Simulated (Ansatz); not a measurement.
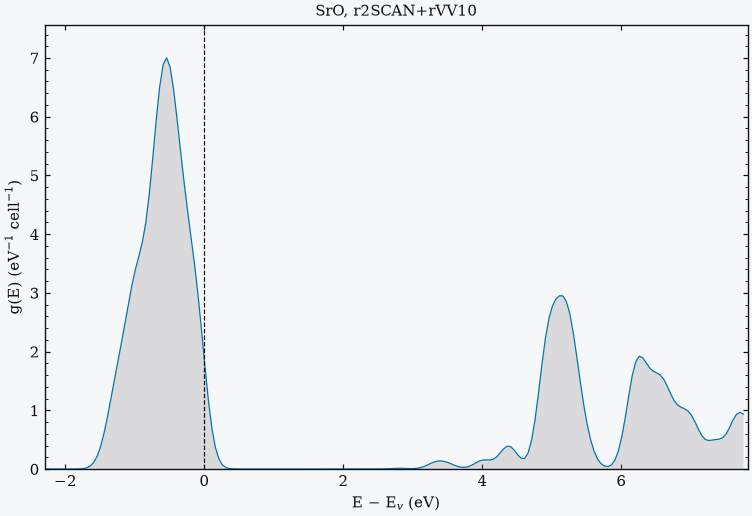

Density of states of SrO, space group R3m, 2 atoms in the cell, BN-160 type type. Computed with Ansatz: DFT, r2SCAN+rVV10, plane waves, PAW, no spin polarisation, 8×8×8 k mesh, 500 eV cutoff, Fermi-Dirac smearing of 0.03 eV. Energies are counted from the top of the valence band. The curve is built from the levels of the k mesh with Gaussians 0.3 eV wide, which also blur the band edges.

There is a gap; over the k points computed it is 2.81 eV (indirect; the smallest direct gap is 3.68 eV). The upper group of valence states starts about 1.4 eV under the valence-band top, with a gap beneath it; it holds about 6 electrons a cell. Within the window shown, the tallest peak of the filled states lies 0.5 eV under the valence-band top, at about 7 states per eV and cell.
